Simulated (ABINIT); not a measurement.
# Geometry relaxation, with input and output: CsPbBr$_{3}$ (part 3 of 3)

CsPbBr$_{3}$ (5 atoms in the cell); Kohn-Sham DFT of a periodic cell, LDA, PseudoDojo NC SR LDA v0.4.1 standard, no spin polarisation (ABINIT 10.8.3); cutoff 761.92 eV, 4×4×4 k-mesh, fermi-dirac of 0.05 eV. The structure derives from an entry of the Crystallography Open Database.

Geometry of the input (Å; fractional positions):
```
5.8700  0.0000  0.0000
0.0000  5.8700  0.0000
0.0000  0.0000  5.8700
Pb 0.5000  0.5000  0.5000
Cs 0.0000  0.0000  0.0000
Br 0.5000  0.5000  0.0000
Br 0.5000  0.0000  0.5000
Br 0.0000  0.5000  0.5000
```

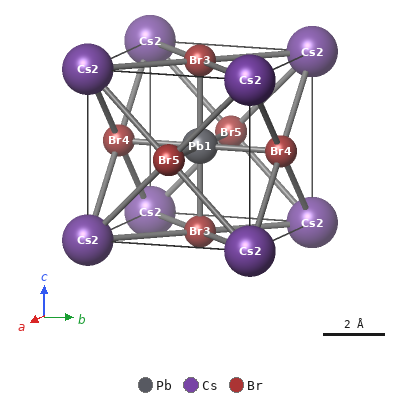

The geometry at step 2 of the log (ball-and-stick view of the cell of the calculation, seen slightly off an axis; atoms are numbered from 1 in the order of the input).

Log, continued:
```
 Cartesian coordinates (xcart) [bohr]
  5.45635413336167E+00  5.45635413336167E+00  5.45635413336167E+00
  0.00000000000000E+00  0.00000000000000E+00  0.00000000000000E+00
  5.45635413336167E+00  5.45635413336167E+00  0.00000000000000E+00
  5.45635413336167E+00  0.00000000000000E+00  5.45635413336167E+00
  0.00000000000000E+00  5.45635413336167E+00  5.45635413336167E+00
 Reduced coordinates (xred)
  5.00000000000000E-01  5.00000000000000E-01  5.00000000000000E-01
  0.00000000000000E+00  0.00000000000000E+00  0.00000000000000E+00
  5.00000000000000E-01  5.00000000000000E-01  0.00000000000000E+00
  5.00000000000000E-01  0.00000000000000E+00  5.00000000000000E-01
  0.00000000000000E+00  5.00000000000000E-01  5.00000000000000E-01
 Cartesian forces (fcart) [Ha/bohr]; max,rms= 0.00000E+00 0.00000E+00 (free atoms)
 -0.00000000000000E+00 -0.00000000000000E+00 -0.00000000000000E+00
 -0.00000000000000E+00 -0.00000000000000E+00 -0.00000000000000E+00
 -0.00000000000000E+00 -0.00000000000000E+00 -0.00000000000000E+00
 -0.00000000000000E+00 -0.00000000000000E+00 -0.00000000000000E+00
 -0.00000000000000E+00 -0.00000000000000E+00 -0.00000000000000E+00
 Gradient of E wrt nuclear positions in reduced coordinates (gred)
  0.00000000000000E+00  0.00000000000000E+00  0.00000000000000E+00
  0.00000000000000E+00  0.00000000000000E+00  0.00000000000000E+00
  0.00000000000000E+00  0.00000000000000E+00  0.00000000000000E+00
  0.00000000000000E+00  0.00000000000000E+00  0.00000000000000E+00
  0.00000000000000E+00  0.00000000000000E+00  0.00000000000000E+00
 Scale of Primitive Cell (acell) [bohr]
  1.09127082667233E+01  1.09127082667233E+01  1.09127082667233E+01
 Real space primitive translations (rprimd) [bohr]
  1.09127082667233E+01  0.00000000000000E+00  0.00000000000000E+00
  0.00000000000000E+00  1.09127082667233E+01  0.00000000000000E+00
  0.00000000000000E+00  0.00000000000000E+00  1.09127082667233E+01
 Unitary Cell Volume (ucvol) [Bohr^3]=  1.29956389061200E+03
 Angles (23,13,12)= [degrees]
  9.00000000000000E+01  9.00000000000000E+01  9.00000000000000E+01
 Lengths [Bohr]
  1.09127082667233E+01  1.09127082667233E+01  1.09127082667233E+01
 Stress tensor in cartesian coordinates (strten) [Ha/bohr^3]
 -2.87268035024848E-06  0.00000000000000E+00  0.00000000000000E+00
  0.00000000000000E+00 -2.87268035025021E-06  0.00000000000000E+00
  0.00000000000000E+00  0.00000000000000E+00 -2.87268035024414E-06
 Total energy (etotal) [Ha]= -1.41273321743077E+02

 Difference of energy with previous step (new-old):
           Absolute (Ha)=-9.76625E-04
           Relative     =-6.91304E-06

--- Iteration: ( 4/50) Internal Cycle: (1/1)
--------------------------------------------------------------------------------

---SELF-CONSISTENT-FIELD CONVERGENCE--------------------------------------------

--- !BeginCycle
iteration_state: {dtset: 1, itime: 4, icycle: 1, }
solver: {iscf: 7, nstep: 80, nline: 4, wfoptalg: 0, }
tolerances: {tolvrs: 1.00E-12, }
...

     iter   Etot(hartree)      deltaE(h)  residm     vres2
 ETOT  1  -141.27308768135    -1.413E+02 4.553E-06 4.615E+00
 ETOT  2  -141.27329535743    -2.077E-04 5.560E-07 8.619E-01
 ETOT  3  -141.27332114749    -2.579E-05 1.924E-06 1.862E-01
 ETOT  4  -141.27332743018    -6.283E-06 2.159E-06 1.316E-02
 ETOT  5  -141.27332785621    -4.260E-07 5.170E-07 3.477E-04
 ETOT  6  -141.27332786596    -9.750E-09 1.828E-07 1.024E-05
 ETOT  7  -141.27332786652    -5.501E-10 8.183E-07 7.443E-07
 ETOT  8  -141.27332786661    -9.865E-11 1.302E-07 8.708E-08
 ETOT  9  -141.27332786661     8.527E-14 6.303E-07 3.542E-09
 ETOT 10  -141.27332786663    -1.137E-11 1.415E-07 6.434E-10
 ETOT 11  -141.27332786662     6.395E-12 6.063E-07 6.937E-11
 ETOT 12  -141.27332786662     1.933E-12 2.657E-07 9.592E-13

 At SCF step   12       vres2   =  9.59E-13 < tolvrs=  1.00E-12 =>converged.

 Cartesian components of stress tensor (hartree/bohr^3)
  sigma(1 1)=  1.96084492E-07  sigma(3 2)=  0.00000000E+00
  sigma(2 2)=  1.96084492E-07  sigma(3 1)=  0.00000000E+00
  sigma(3 3)=  1.96084492E-07  sigma(2 1)=  0.00000000E+00

--- !ResultsGS
iteration_state: {dtset: 1, itime: 4, icycle: 1, }
comment   : Summary of ground state results
lattice_vectors:
- [ 10.9255285,   0.0000000,   0.0000000, ]
- [  0.0000000,  10.9255285,   0.0000000, ]
- [  0.0000000,   0.0000000,  10.9255285, ]
lattice_lengths: [  10.92553,   10.92553,   10.92553, ]
lattice_angles: [ 90.000,  90.000,  90.000, ] # degrees, (23, 13, 12)
lattice_volume:   1.3041495E+03
convergence: {deltae:  1.933E-12, res2:  9.592E-13, residm:  2.657E-07, diffor: null, }
etotal    :  -1.41273328E+02
entropy   :   0.00000000E+00
fermie    :   1.01576607E-01
cartesian_stress_tensor: # hartree/bohr^3
- [  1.96084492E-07,   0.00000000E+00,   0.00000000E+00, ]
- [  0.00000000E+00,   1.96084492E-07,   0.00000000E+00, ]
- [  0.00000000E+00,   0.00000000E+00,   1.96084492E-07, ]
pressure_GPa:  -5.7690E-03
xred      :
- [  5.0000E-01,   5.0000E-01,   5.0000E-01, Pb]
- [  0.0000E+00,   0.0000E+00,   0.0000E+00, Cs]
- [  5.0000E-01,   5.0000E-01,   0.0000E+00, Br]
- [  5.0000E-01,   0.0000E+00,   5.0000E-01, Br]
- [  0.0000E+00,   5.0000E-01,   5.0000E-01, Br]
cartesian_forces: # hartree/bohr
- [ -0.00000000E+00,  -0.00000000E+00,  -0.00000000E+00, ]
- [ -0.00000000E+00,  -0.00000000E+00,  -0.00000000E+00, ]
- [ -0.00000000E+00,  -0.00000000E+00,  -0.00000000E+00, ]
- [ -0.00000000E+00,  -0.00000000E+00,  -0.00000000E+00, ]
- [ -0.00000000E+00,  -0.00000000E+00,  -0.00000000E+00, ]
force_length_stats: {min:   0.00000000E+00, max:   0.00000000E+00, mean:   0.00000000E+00, }
...

 Integrated electronic density in atomic spheres:
 ------------------------------------------------
 Atom  Sphere_radius  Integrated_density
    1        2.00000         10.04308215
    2        2.00000          4.44552466
    3        2.00000          4.20186419
    4        2.00000          4.20186419
    5        2.00000          4.20186419

---OUTPUT-----------------------------------------------------------------------

 Cartesian coordinates (xcart) [bohr]
  5.46276425555409E+00  5.46276425555409E+00  5.46276425555409E+00
  0.00000000000000E+00  0.00000000000000E+00  0.00000000000000E+00
  5.46276425555409E+00  5.46276425555409E+00  0.00000000000000E+00
  5.46276425555409E+00  0.00000000000000E+00  5.46276425555409E+00
  0.00000000000000E+00  5.46276425555409E+00  5.46276425555409E+00
 Reduced coordinates (xred)
  5.00000000000000E-01  5.00000000000000E-01  5.00000000000000E-01
  0.00000000000000E+00  0.00000000000000E+00  0.00000000000000E+00
  5.00000000000000E-01  5.00000000000000E-01  0.00000000000000E+00
  5.00000000000000E-01  0.00000000000000E+00  5.00000000000000E-01
  0.00000000000000E+00  5.00000000000000E-01  5.00000000000000E-01
 Cartesian forces (fcart) [Ha/bohr]; max,rms= 0.00000E+00 0.00000E+00 (free atoms)
 -0.00000000000000E+00 -0.00000000000000E+00 -0.00000000000000E+00
 -0.00000000000000E+00 -0.00000000000000E+00 -0.00000000000000E+00
 -0.00000000000000E+00 -0.00000000000000E+00 -0.00000000000000E+00
 -0.00000000000000E+00 -0.00000000000000E+00 -0.00000000000000E+00
 -0.00000000000000E+00 -0.00000000000000E+00 -0.00000000000000E+00
 Gradient of E wrt nuclear positions in reduced coordinates (gred)
  0.00000000000000E+00  0.00000000000000E+00  0.00000000000000E+00
  0.00000000000000E+00  0.00000000000000E+00  0.00000000000000E+00
  0.00000000000000E+00  0.00000000000000E+00  0.00000000000000E+00
  0.00000000000000E+00  0.00000000000000E+00  0.00000000000000E+00
  0.00000000000000E+00  0.00000000000000E+00  0.00000000000000E+00
 Scale of Primitive Cell (acell) [bohr]
  1.09255285111082E+01  1.09255285111082E+01  1.09255285111082E+01
 Real space primitive translations (rprimd) [bohr]
  1.09255285111082E+01  0.00000000000000E+00  0.00000000000000E+00
  0.00000000000000E+00  1.09255285111082E+01  0.00000000000000E+00
  0.00000000000000E+00  0.00000000000000E+00  1.09255285111082E+01
 Unitary Cell Volume (ucvol) [Bohr^3]=  1.30414945460090E+03
 Angles (23,13,12)= [degrees]
  9.00000000000000E+01  9.00000000000000E+01  9.00000000000000E+01
 Lengths [Bohr]
  1.09255285111082E+01  1.09255285111082E+01  1.09255285111082E+01
 Stress tensor in cartesian coordinates (strten) [Ha/bohr^3]
  1.96084491793386E-07  0.00000000000000E+00  0.00000000000000E+00
  0.00000000000000E+00  1.96084491794687E-07  0.00000000000000E+00
  0.00000000000000E+00  0.00000000000000E+00  1.96084491794687E-07
 Total energy (etotal) [Ha]= -1.41273327866617E+02

 Difference of energy with previous step (new-old):
           Absolute (Ha)=-6.12354E-06
           Relative     =-4.33453E-08

 At Broyd/MD step   4, gradients are converged :
  max grad (force/stress) = 1.9608E-05 < tolmxf= 2.0000E-05 ha/bohr (free atoms)

================================================================================

 ----iterations are completed or convergence reached----

 Mean square residual over all n,k,spin=   15.630E-10; max=  26.572E-08
 reduced coordinates (array xred) for    5 atoms
       0.500000000000      0.500000000000      0.500000000000
       0.000000000000      0.000000000000      0.000000000000
       0.500000000000      0.500000000000      0.000000000000
       0.500000000000      0.000000000000      0.500000000000
       0.000000000000      0.500000000000      0.500000000000
 rms dE/dt=  0.0000E+00; max dE/dt=  0.0000E+00; dE/dt below (all hartree)
    1       0.000000000000      0.000000000000      0.000000000000
    2       0.000000000000      0.000000000000      0.000000000000
    3       0.000000000000      0.000000000000      0.000000000000
    4       0.000000000000      0.000000000000      0.000000000000
    5       0.000000000000      0.000000000000      0.000000000000

 cartesian coordinates (angstrom) at end:
    1      2.89077035061358     2.89077035061358     2.89077035061358
    2      0.00000000000000     0.00000000000000     0.00000000000000
    3      2.89077035061358     2.89077035061358     0.00000000000000
    4      2.89077035061358     0.00000000000000     2.89077035061358
    5      0.00000000000000     2.89077035061358     2.89077035061358

 cartesian forces (hartree/bohr) at end:
    1     -0.00000000000000    -0.00000000000000    -0.00000000000000
    2     -0.00000000000000    -0.00000000000000    -0.00000000000000
    3     -0.00000000000000    -0.00000000000000    -0.00000000000000
    4     -0.00000000000000    -0.00000000000000    -0.00000000000000
    5     -0.00000000000000    -0.00000000000000    -0.00000000000000
 frms,max,avg= 0.0000000E+00 0.0000000E+00   0.000E+00  0.000E+00  0.000E+00 h/b

 cartesian forces (eV/Angstrom) at end:
    1     -0.00000000000000    -0.00000000000000    -0.00000000000000
    2     -0.00000000000000    -0.00000000000000    -0.00000000000000
    3     -0.00000000000000    -0.00000000000000    -0.00000000000000
    4     -0.00000000000000    -0.00000000000000    -0.00000000000000
    5     -0.00000000000000    -0.00000000000000    -0.00000000000000
 frms,max,avg= 0.0000000E+00 0.0000000E+00   0.000E+00  0.000E+00  0.000E+00 e/A
 length scales= 10.925528511108 10.925528511108 10.925528511108 bohr
              =  5.781540701227  5.781540701227  5.781540701227 angstroms
 Fermi (or HOMO) energy (hartree) =   0.10158   Average Vxc (hartree)=  -0.31075
 Eigenvalues (hartree) for nkpt=  10  k points:
 kpt#   1, nband= 27, wtk=  0.01563, kpt=  0.0000  0.0000  0.0000 (reduced coord)
  -0.71420   -0.54376   -0.54376   -0.53531   -0.53531   -0.53531   -0.47924   -0.44723
  -0.44723   -0.22674   -0.22674   -0.22674   -0.18564   -0.09481   -0.09481   -0.09481
  -0.00852   -0.00852   -0.00852   -0.00315   -0.00315   -0.00315    0.17168    0.21276
   0.21276    0.24341    0.24341
      occupation numbers for kpt#   1
   2.00000    2.00000    2.00000    2.00000    2.00000    2.00000    2.00000    2.00000
   2.00000    2.00000    2.00000    2.00000    2.00000    2.00000    2.00000    2.00000
   2.00000    2.00000    2.00000    2.00000    2.00000    2.00000    0.00000    0.00000
   0.00000    0.00000    0.00000
 prteigrs : prtvol=0 or 1, do not print more k-points.

--- !EnergyTerms
iteration_state     : {dtset: 1, itime: 4, icycle: 1, }
comment             : Components of total free energy in Hartree
kinetic             :  5.28440397950409E+01
hartree             :  3.28299502393594E+01
xc                  : -4.21538978937211E+01
Ewald energy        : -8.47997723114874E+01
psp_core            :  3.25758401973688E+00
local_psp           : -9.92694400118618E+01
non_local_psp       : -3.98179168637538E+00
internal            : -1.41273327849308E+02
'-kT*entropy'       : -1.73083217753135E-08
total_energy        : -1.41273327866617E+02
total_energy_eV     : -3.84424309083362E+03
band_energy         : -1.18071747253328E+01
...

 Cartesian components of stress tensor (hartree/bohr^3)
  sigma(1 1)=  1.96084492E-07  sigma(3 2)=  0.00000000E+00
  sigma(2 2)=  1.96084492E-07  sigma(3 1)=  0.00000000E+00
  sigma(3 3)=  1.96084492E-07  sigma(2 1)=  0.00000000E+00

-Cartesian components of stress tensor (GPa)         [Pressure= -5.7690E-03 GPa]
- sigma(1 1)=  5.76900492E-03  sigma(3 2)=  0.00000000E+00
- sigma(2 2)=  5.76900492E-03  sigma(3 1)=  0.00000000E+00
- sigma(3 3)=  5.76900492E-03  sigma(2 1)=  0.00000000E+00

== END DATASET(S) ==============================================================
================================================================================

 -outvars: echo values of variables after computation  --------
            acell      1.0925528511E+01  1.0925528511E+01  1.0925528511E+01 Bohr
           etotal     -1.4127332787E+02
            fcart     -0.0000000000E+00 -0.0000000000E+00 -0.0000000000E+00
                      -0.0000000000E+00 -0.0000000000E+00 -0.0000000000E+00
                      -0.0000000000E+00 -0.0000000000E+00 -0.0000000000E+00
                      -0.0000000000E+00 -0.0000000000E+00 -0.0000000000E+00
                      -0.0000000000E+00 -0.0000000000E+00 -0.0000000000E+00
           strten      1.9608449179E-07  1.9608449179E-07  1.9608449179E-07
                       0.0000000000E+00  0.0000000000E+00  0.0000000000E+00
           xangst      2.8907703506E+00  2.8907703506E+00  2.8907703506E+00
                       0.0000000000E+00  0.0000000000E+00  0.0000000000E+00
                       2.8907703506E+00  2.8907703506E+00  0.0000000000E+00
                       2.8907703506E+00  0.0000000000E+00  2.8907703506E+00
                       0.0000000000E+00  2.8907703506E+00  2.8907703506E+00
             xred      5.0000000000E-01  5.0000000000E-01  5.0000000000E-01
                       0.0000000000E+00  0.0000000000E+00  0.0000000000E+00
                       5.0000000000E-01  5.0000000000E-01  0.0000000000E+00
                       5.0000000000E-01  0.0000000000E+00  5.0000000000E-01
                       0.0000000000E+00  5.0000000000E-01  5.0000000000E-01
 Calculation completed.
```

Trajectory as extended XYZ (Å, eV, eV/Å), 4 frames, from step=0 to step=3:
```
5
Lattice="5.8700 0.0000 0.0000 0.0000 5.8700 0.0000 0.0000 0.0000 5.8700" Properties=species:S:1:pos:R:3:forces:R:3 step=0 energy=-3844.21228
Pb    2.9350    2.9350    2.9350    0.0000   0.0000   0.0000
Cs    0.0000    0.0000    0.0000    0.0000   0.0000   0.0000
Br    2.9350    2.9350    0.0000    0.0000   0.0000   0.0000
Br    2.9350    0.0000    2.9350    0.0000   0.0000   0.0000
Br    0.0000    2.9350    2.9350    0.0000   0.0000   0.0000
5
Lattice="5.8638 0.0000 0.0000 0.0000 5.8638 0.0000 0.0000 0.0000 5.8638" Properties=species:S:1:pos:R:3:forces:R:3 step=1 energy=-3844.21635
Pb    2.9319    2.9319    2.9319    0.0000   0.0000   0.0000
Cs    0.0000    0.0000    0.0000    0.0000   0.0000   0.0000
Br    2.9319    2.9319    0.0000    0.0000   0.0000   0.0000
Br    2.9319    0.0000    2.9319    0.0000   0.0000   0.0000
Br    0.0000    2.9319    2.9319    0.0000   0.0000   0.0000
5
Lattice="5.7748 0.0000 0.0000 0.0000 5.7748 0.0000 0.0000 0.0000 5.7748" Properties=species:S:1:pos:R:3:forces:R:3 step=2 energy=-3844.24292
Pb    2.8874    2.8874    2.8874    0.0000   0.0000   0.0000
Cs    0.0000    0.0000    0.0000    0.0000   0.0000   0.0000
Br    2.8874    2.8874    0.0000    0.0000   0.0000   0.0000
Br    2.8874    0.0000    2.8874    0.0000   0.0000   0.0000
Br    0.0000    2.8874    2.8874    0.0000   0.0000   0.0000
5
Lattice="5.7815 0.0000 0.0000 0.0000 5.7815 0.0000 0.0000 0.0000 5.7815" Properties=species:S:1:pos:R:3:forces:R:3 step=3 energy=-3844.24309
Pb    2.8908    2.8908    2.8908    0.0000   0.0000   0.0000
Cs    0.0000    0.0000    0.0000    0.0000   0.0000   0.0000
Br    2.8908    2.8908    0.0000    0.0000   0.0000   0.0000
Br    2.8908    0.0000    2.8908    0.0000   0.0000   0.0000
Br    0.0000    2.8908    2.8908    0.0000   0.0000   0.0000
```

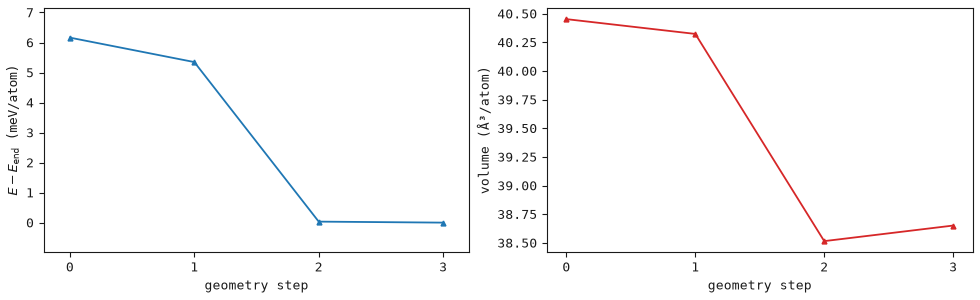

Progress of the relaxation, step by step (steps are counted from 0).

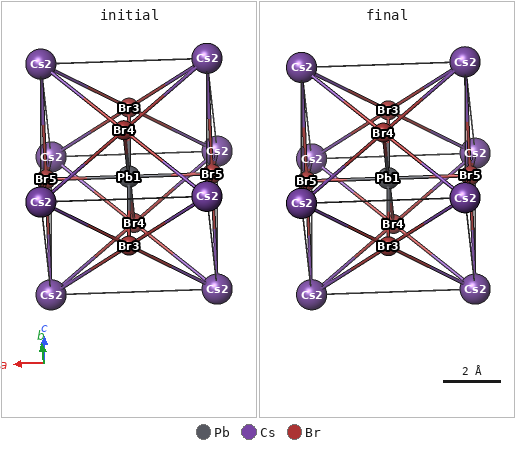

Before (left) and after (right) the relaxation, at one scale (ball-and-stick view of the cell of the calculation, seen at an oblique angle). The atoms keep their places relative to the cell (all moves are under 0.005 Å). The drawn cell changes as follows: a = b = c 5.870 → 5.782 Å (−1.5 %); the volume changes by −4.5 %. Among the contacts that change: Cs2–Br3 4.151 → 4.088 Å, Pb1–Br3 2.935 → 2.891 Å. The space group stays Pm-3m (No. 221). After 3 geometry steps the energy has fallen by 6.2 meV per atom. All forces vanish by symmetry, so only the cell relaxes. (Atoms are counted from 1 in the order of the input.)
